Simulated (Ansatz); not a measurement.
**Energy of AlN along a shift of atoms along one path**

System: AlN (P2₁, 4 atoms in the cell).
Method: DFT LDA, scalar-relativistic, plane waves, PAW, no spin polarisation (Ansatz 0.2.0).

The 9 runs differ only in the geometry, by a shift of atoms along one path in a fixed cell. The shift s is measured from run 5: Al2 moves along the Cartesian direction (0.00, −1.00, 0.00), and Al1, N3 and N4 with it in fixed proportion. The structure derives from an entry of the Crystallography Open Database.

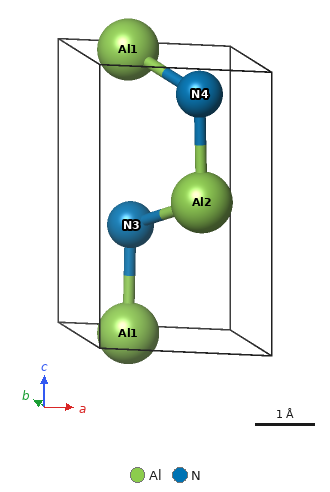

Figure 1. The structure of run 5 (ball-and-stick view of the cell of the calculation, seen slightly off an axis; atoms are numbered from 1 in the order of the input).

### Input of run 5
```yaml
crystal:
  lattice:
    - [3.0887424016, 0.0, 0.0]
    - [-1.5443712008, 2.6749293856, 0.0]
    - [0.0, 0.0, 4.9437688231]
  atoms:
    - { symbol: Al, position: [0.3245496858, 0.6602365904, 0.0015212672] }
    - { symbol: Al, position: [0.6754503142, 0.3397634096, 0.5015212672] }
    - { symbol: "N", position: [0.3411712653, 0.6724044311, 0.3834787328] }
    - { symbol: "N", position: [0.6588287347, 0.3275955689, 0.8834787328] }
basis:
  ecutwfc: 520.0
kpoints:
  mp_grid: { grid: [9, 9, 6] }
hamiltonian:
  xc: lda
scf:
  occupations: { method: gaussian, width: 0.05 }
output:
  forces: true
  stress: true
  eigenvalues: true
```

Command:
```bash
ansatz run input.yaml --threads 1 --pin off --max-ram 2048MiB --backend cpu --events-out ev --progress --plain --runs-dir out
```

Lattice vectors (Å) and fractional positions of run 5:
```
   3.088742    0.000000    0.000000
  -1.544371    2.674929    0.000000
   0.000000    0.000000    4.943769
Al  0.324550  0.660237  0.001521
Al  0.675450  0.339763  0.501521
N   0.341171  0.672404  0.383479
N   0.658829  0.327596  0.883479
```

Run 8 differs from it as follows:
```diff
-    - { symbol: Al, position: [0.3245496858, 0.6602365904, 0.0015212672] }
-    - { symbol: Al, position: [0.6754503142, 0.3397634096, 0.5015212672] }
-    - { symbol: "N", position: [0.3411712653, 0.6724044311, 0.3834787328] }
-    - { symbol: "N", position: [0.6588287347, 0.3275955689, 0.8834787328] }
+    - { symbol: Al, position: [0.3374098383, 0.6859568955, 0.0015212672] }
+    - { symbol: Al, position: [0.6625901617, 0.3140431045, 0.5015212672] }
+    - { symbol: "N", position: [0.3296957365, 0.6494533735, 0.3834787328] }
+    - { symbol: "N", position: [0.6703042635, 0.3505466265, 0.8834787328] }
```

### Results, with one run withheld

```csv
run,shift s of Al2 (Å),"free energy per atom, from the lowest run given (meV)",pressure (GPa),gap on the mesh (eV),force along the path (eV/Å)
1,−0.0688,14.02,−0.23,4.33,1.344
2,−0.0516,8.81,−0.15,4.36,1.082
3,−0.0344,4.72,−0.09,4.38,0.817
4,−0.0172,1.79,−0.05,4.40,0.549
5,0.0000,0.01,−0.02,4.41,0.277
6,0.0344,0.00,−0.02,4.41,−0.277
7,0.0516,1.80,−0.05,4.40,−0.559
8,0.0688,?,?,?,?
9,0.1032,14.57,−0.22,4.32,−1.426
```

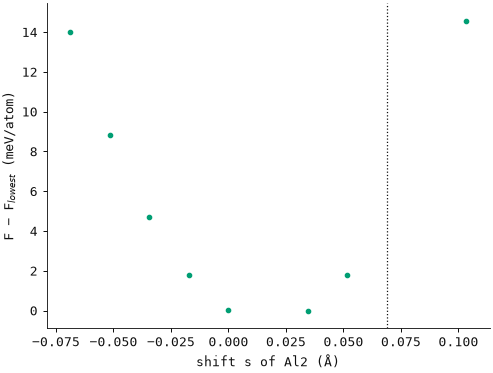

Figure 2. Free energy per atom of the runs given; the dotted line marks run 8.

Estimate the energy of run 8 from the others.

A cubic polynomial in the coordinate, fitted to the 8 runs given, misses them by under 0.01 meV per atom. With x = s − 0.0021, it reads F = −0.12552 − 60.858 x + 1990.4 x² + 487.54 x³ (meV per atom). At run 8 it gives 4.81 meV per atom, and the run itself gives 4.81. The slope of the fit gives a force −dF/ds of −0.845 eV/Å along the path (summed over the atoms that move), and the printed forces give −0.845 eV/Å. The fit has its minimum at s = 0.0173 Å. The gap on the mesh lies between 4.32 eV (run 9) and 4.41 eV (run 6); run 8 has 4.38 eV. These are gaps of this functional on this mesh, which can miss the band edges; they aren't the measured gap.

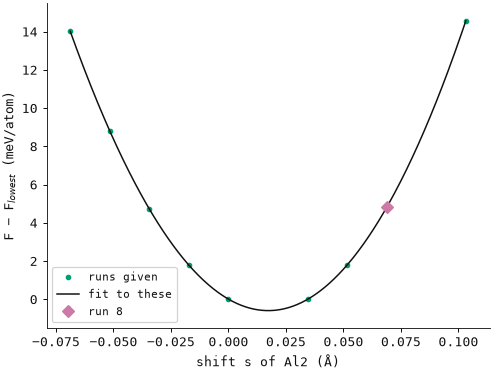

Figure 3. The fit and the withheld run.

### Output, shortened to warnings, some set-up lines, iterations and results (run 8)
```
Basis set: ecut = 520 eV, 1099 PW (Γ)
Symmetry: 2 space group operations
k-points: 164 of 486 (time reversal used)
Initial density: superposition of atomic densities (neutral atoms: chi_scale 0, normalization atom), corrected by the library's trained network
[...]
SCF iter   1: F=—  HF=-1779.717071 eV  |F-HF|=—  |Δ(HF+E_count)|=         —  Δρ=9.50e-3  dr2=4.08e-2  ethr=1.77e-3  ⟨swp⟩=5.4  Hψ=12832  notcnv=0
SCF iter   2: F=—  HF=-1779.704948 eV  |F-HF|=—  |Δ(HF+E_count)|=   1.21e-2  Δρ=2.74e-3  dr2=1.53e-3  ethr=2.55e-4  ⟨swp⟩=3.0  Hψ=4679  notcnv=0
SCF iter   3: F=—  HF=-1779.704330 eV  |F-HF|=—  |Δ(HF+E_count)|=   6.18e-4  Δρ=8.93e-4  dr2=1.35e-4  ethr=9.59e-6  ⟨swp⟩=1.6  Hψ=2357  notcnv=0
SCF iter   4: F=—  HF=-1779.704268 eV  |F-HF|=—  |Δ(HF+E_count)|=   6.21e-5  Δρ=2.62e-5  dr2=1.21e-7  ethr=8.45e-7  ⟨swp⟩=2.0  Hψ=3178  notcnv=0
SCF iter   5: F=—  HF=-1779.704268 eV  |F-HF|=—  |Δ(HF+E_count)|=   3.86e-8  Δρ=5.96e-6  dr2=9.20e-9  ethr=7.58e-10  ⟨swp⟩=2.0  Hψ=3280  notcnv=0
SCF iter   6: F=-1779.704268 eV  HF=-1779.704268 eV  |F-HF|=3.48e-11  |Δ(HF+E_count)|=   2.71e-9  Δρ=7.08e-7  dr2=1.18e-10  ethr=5.75e-11  ⟨swp⟩=2.0  Hψ=6037  notcnv=0
SCF 1 converged in 6 iterations: F = -1779.704268 eV  dr2 = 1.18e-10
SCF converged after 6 iterations
Free energy (F): -1779.704268 eV
Harris-Foulkes:  -1779.704268 eV  (|F-HF|=3.48e-11)
Internal energy: -1779.704268 eV  (E = F + TS)
E sigma→0 (E₀):  -1779.704268 eV
Fermi energy:    9.312451 eV
--- Per-component energies (eV) ---
  E_band       = 29.537905
  E_kinetic    = 319.188229
  E_local      = -445.009143  (includes V_loc(G=0)·N_el)
  E_nonlocal   = 115.559979
  E_hartree    = 152.543611
  E_xc         = -201.586318
  E_vxc        = -215.664070  (∫ρ·V_xc dr)
  E_paw        = -1124.290485  (= ΣΔE_a)
  E_vpaw       = -49.624420  (= ΣTr[D̂ρ^β])
  E_aug_tail   = 0.000013  (compensation charges beyond the density's cutoff)
  E_ewald      = -596.381675
  E_core_change = 0.271521  (= ΣΔE_core)
  E_smearing   = -0.000000  (= −TS)
  E_closure    = -0.000000  (closes the sum)
  Σ components = -1779.704268   (vs F -1779.704268, Δ=0.00e0)
--- Forces (eV/Å), atoms counted from 1 ---
  atom   1  Al     0.08936529    -0.30487083     0.02118075
  atom   2  Al    -0.08936529     0.30487083     0.02118075
  atom   3  N     -0.04906643     0.13185849    -0.02118174
  atom   4  N      0.04906643    -0.13185849    -0.02118174
  max |Σ_I F_I| component: 1.98e-6 eV/Å
--- Stress (GPa, compression-positive) ---
        0.155970       0.035573       0.000000
        0.035573      -0.422078       0.000000
        0.000000       0.000000      -0.002695
  P = ⅓ Tr σ = -0.0896 GPa (-0.896 kbar)
```
